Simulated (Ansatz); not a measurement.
Run report: C, single-point calculation (part 2 of 2)

The same run, continued: C (64 atoms in the cell); DFT PBE, scalar-relativistic, plane waves, PAW, no spin polarisation (Ansatz 0.2.0); cutoff 420 eV, 3×3×3 k-mesh, Gaussian smearing of 0.05 eV. The structure derives from an entry of the Crystallography Open Database.

**Output, continued**
```
  k-point 0: bands = ["-12.6464", "-12.3413", "-11.0908", "-11.0908", "-11.0908", "-11.0908", "-11.0908", "-11.0908", "-10.9523", "-10.9523", "-10.9523", "-10.9523", "-10.9523", "-10.9523", "-8.2902", "-8.2902", "-8.2902", "-8.2902", "-8.2902", "-8.2902", "-8.0657", "-8.0657", "-8.0657", "-8.0657", "-8.0657", "-8.0657", "-7.2552", "-7.2552", "-7.2552", "-7.1402", "-7.1402", "-7.1402", "-6.2352", "-6.2352", "-6.2352", "-6.1487", "-6.1487", "-6.1487", "-3.4734", "-3.4734", "-3.4734", "-3.4734", "-3.4734", "-3.4734", "-3.3959", "-3.3959", "-3.3959", "-3.3959", "-3.3959", "-3.3959", "-1.9140", "-1.9140", "-1.9140", "-1.9140", "-1.9140", "-1.9140", "-1.8575", "-1.8575", "-1.8575", "-1.8575", "-1.8575", "-1.8575", "-1.5072", "-0.3705", "-0.3705", "-0.3705", "-0.3705", "-0.3705", "-0.3705", "-0.2698", "-0.2698", "-0.2698", "-0.2698", "-0.2698", "-0.2698", "0.4871", "0.6536", "0.6536", "0.6536", "0.7028", "0.7028", "0.7028", "0.7028", "0.7028", "0.7028", "0.7095", "0.7095", "0.7095", "1.6129", "1.6129", "1.6129", "1.6129", "1.6129", "1.6129", "2.0575", "2.0575", "2.0575", "2.0575", "2.0575", "2.0575", "2.0796", "2.0796", "2.0796", "2.0796", "2.0796", "2.0796", "3.6261", "3.6261", "3.6261", "3.6261", "3.6261", "3.6261", "4.0974", "4.0974", "4.1173", "4.1173", "4.3149", "4.3149", "4.3149", "5.1169", "5.1169", "5.1169", "5.1169", "5.1169", "5.1169", "5.1347", "5.1347", "5.1347", "8.4927", "8.4927", "8.4927", "8.9741", "8.9741", "8.9741", "9.5688", "9.5688", "9.5688", "9.5688", "9.5688", "9.5688", "10.2725", "10.2725", "10.2725", "10.2725", "10.2725", "10.2725", "11.2841", "13.8285"]
  k-point 1: bands = ["-12.4712", "-12.1875", "-11.9491", "-11.7249", "-11.3730", "-11.3730", "-11.3239", "-11.3239", "-10.4752", "-10.4752", "-10.2719", "-10.2719", "-9.9161", "-9.8725", "-9.5336", "-9.5336", "-9.3005", "-9.3005", "-8.5072", "-8.4630", "-8.1328", "-8.1328", "-7.9245", "-7.9245", "-7.6879", "-7.6879", "-7.5246", "-7.5246", "-6.8261", "-6.8261", "-6.6569", "-6.6569", "-5.5278", "-5.5278", "-5.4962", "-5.4962", "-4.9259", "-4.9259", "-4.8169", "-4.8169", "-4.7225", "-4.5968", "-4.3440", "-4.3440", "-4.3101", "-4.3101", "-2.6123", "-2.6123", "-2.6034", "-2.5858", "-2.5858", "-2.4771", "-2.4430", "-2.4430", "-2.3504", "-2.3504", "-1.4611", "-1.4611", "-1.3537", "-1.3537", "-1.2543", "-0.9988", "-0.9988", "-0.9260", "-0.9260", "-0.5068", "-0.3943", "-0.3943", "-0.3699", "-0.3699", "0.1609", "0.1609", "0.2263", "0.2263", "0.5595", "0.5595", "0.6022", "0.6913", "0.6913", "0.6935", "0.6935", "0.8202", "0.8721", "0.9412", "0.9412", "0.9599", "1.1646", "1.1646", "1.1700", "1.1700", "1.2521", "1.2521", "1.3051", "1.3452", "1.7678", "1.8383", "2.0516", "2.0516", "2.0799", "2.0799", "2.2413", "2.2413", "2.2867", "2.5418", "2.6036", "2.6036", "2.9584", "2.9617", "3.4349", "3.4683", "3.6509", "3.7572", "3.7704", "3.7707", "3.7707", "3.8077", "3.8077", "4.0533", "4.1091", "4.1091", "5.1203", "5.1203", "5.1291", "5.1291", "5.2437", "5.2437", "6.1513", "6.1513", "8.1592", "8.1592", "8.7434", "8.7434", "8.9363", "8.9363", "9.1130", "9.1130", "9.4099", "9.4099", "9.5256", "9.8139", "9.8139", "10.1935", "11.1788", "11.1788", "11.6323", "11.6673", "11.8923", "11.8923"]
  k-point 2: bands = ["-12.4464", "-12.2152", "-11.8650", "-11.8142", "-11.4780", "-11.4780", "-11.2114", "-11.2114", "-10.3990", "-10.3990", "-10.3523", "-10.3523", "-10.0119", "-9.7705", "-9.5133", "-9.5133", "-9.3227", "-9.3227", "-8.5912", "-8.3742", "-8.1127", "-8.1127", "-7.9464", "-7.9464", "-7.6183", "-7.6183", "-7.5974", "-7.5974", "-6.8151", "-6.8151", "-6.6678", "-6.6678", "-5.5879", "-5.5879", "-5.4324", "-5.4324", "-4.8736", "-4.8736", "-4.8727", "-4.8727", "-4.6757", "-4.6453", "-4.3976", "-4.3976", "-4.2540", "-4.2540", "-2.6454", "-2.6454", "-2.5936", "-2.5505", "-2.5505", "-2.4874", "-2.3977", "-2.3977", "-2.3969", "-2.3969", "-1.4483", "-1.4483", "-1.3671", "-1.3671", "-1.1075", "-0.9690", "-0.9690", "-0.9563", "-0.9563", "-0.4175", "-0.4175", "-0.3455", "-0.3455", "-0.0572", "-0.0572", "0.0107", "0.1670", "0.1670", "0.2200", "0.2200", "0.3433", "0.3966", "0.6567", "0.6567", "0.7085", "0.7085", "0.8249", "0.8671", "1.1409", "1.1409", "1.1957", "1.1957", "1.3201", "1.3300", "1.6743", "1.7224", "1.7224", "1.7310", "1.7310", "1.7792", "1.8234", "2.0467", "2.0467", "2.0572", "2.0572", "2.0740", "2.0740", "2.3602", "2.3602", "2.9421", "2.9789", "3.2026", "3.2780", "3.4485", "3.4536", "3.6522", "3.6522", "3.7494", "3.7786", "3.9264", "3.9264", "4.4969", "4.4969", "4.5806", "4.6555", "4.6555", "4.8951", "4.8951", "5.2533", "5.2533", "6.2249", "6.2249", "8.1731", "8.1731", "8.5804", "8.5804", "8.7465", "8.7465", "9.2881", "9.2881", "9.4188", "9.4188", "9.7663", "9.9701", "10.0407", "10.0407", "11.3357", "11.3357", "11.6363", "11.6833", "11.6833", "12.0721"]
  k-point 5: bands = ["-12.3598", "-12.3075", "-11.9732", "-11.6980", "-11.4547", "-11.4547", "-11.2373", "-11.2373", "-10.4975", "-10.4975", "-10.2473", "-10.2473", "-9.9911", "-9.7934", "-9.4411", "-9.4411", "-9.3986", "-9.3986", "-8.5700", "-8.3974", "-8.0518", "-8.0518", "-8.0099", "-8.0099", "-7.6983", "-7.6983", "-7.5143", "-7.5143", "-6.7538", "-6.7538", "-6.7319", "-6.7319", "-5.5719", "-5.5719", "-5.4482", "-5.4482", "-4.9262", "-4.9262", "-4.8181", "-4.8181", "-4.7372", "-4.5810", "-4.3813", "-4.3813", "-4.2716", "-4.2716", "-2.6320", "-2.6320", "-2.5638", "-2.5638", "-2.5510", "-2.5308", "-2.4428", "-2.4428", "-2.3513", "-2.3513", "-1.4211", "-1.4211", "-1.3947", "-1.3947", "-1.0048", "-1.0048", "-0.9192", "-0.9192", "-0.6519", "-0.5771", "-0.4050", "-0.4050", "-0.3573", "-0.3573", "-0.2405", "0.0814", "0.0814", "0.1872", "0.1872", "0.1997", "0.1997", "0.6784", "0.6784", "0.6875", "0.6875", "0.8413", "0.8505", "1.1050", "1.1050", "1.1474", "1.1474", "1.1602", "1.1921", "1.1921", "1.3005", "1.3505", "1.5371", "1.5371", "1.7894", "1.7900", "1.8178", "2.0435", "2.0435", "2.0884", "2.0884", "2.7993", "2.7993", "2.8318", "2.8318", "2.9434", "2.9774", "3.0977", "3.0977", "3.1303", "3.3736", "3.4374", "3.4653", "3.7561", "3.7718", "4.1477", "4.1477", "4.2212", "4.2212", "4.3343", "4.5870", "4.5870", "4.9856", "4.9856", "5.6678", "5.6678", "5.7052", "5.7052", "8.3225", "8.3225", "8.5239", "8.5239", "8.9228", "8.9228", "9.3797", "9.3797", "9.4261", "9.4261", "9.5075", "9.7859", "9.7859", "10.3758", "11.3436", "11.3436", "11.7129", "11.7129", "11.8943", "12.0264"]
```

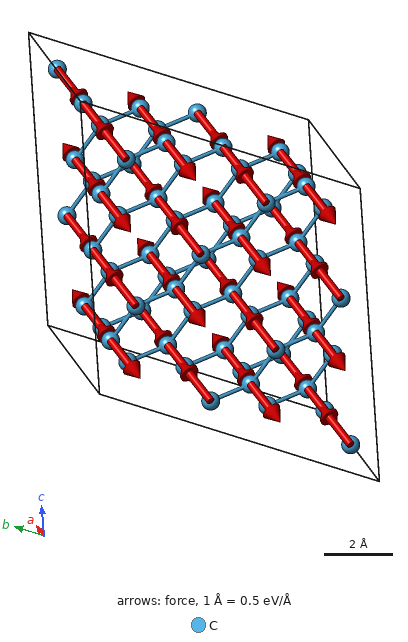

Figure 1. Forces on the atoms as red arrows (ball-and-stick view of the cell of the calculation, seen at an oblique angle). The largest act on all 64 C atoms (0.86 eV/Å). Atoms are counted from 1 in the order of the input and aren't labelled in the picture. The geometry is not a stationary point of this energy.

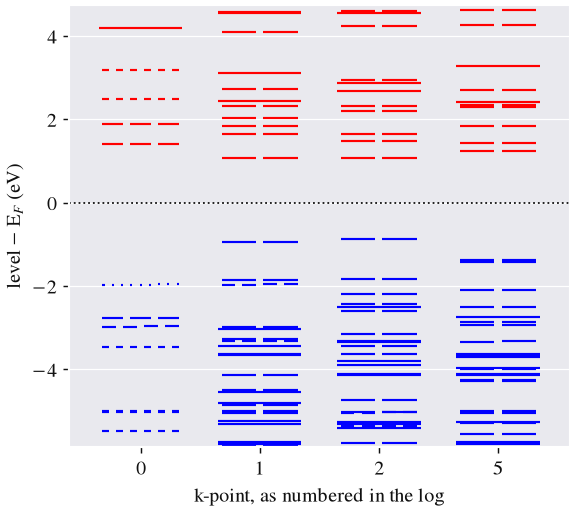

Figure 2. Kohn–Sham levels near the Fermi level (dotted) at the few k-points that the log prints; levels within 0.02 eV of each other stand side by side. Among these points the highest filled and lowest empty levels are 1.93 eV apart; the gap on the full mesh, 0.75 eV, has an edge at a point that isn't printed.

**Key numbers**

| quantity | value |
| --- | --- |
| outcome | converged |
| space group (tolerance 0.01 Å) | R-3m (166) |
| electrons treated | 256 |
| free energy | −16058.6017 eV |
| Fermi energy | 7.090 eV |
| gap on the k-point mesh | 0.75 eV |
| largest force (length of the vector) | 0.859 eV/Å |
| wall time | 33 s (CPU time 2.1 min) |
| peak memory | 2.7 GiB |
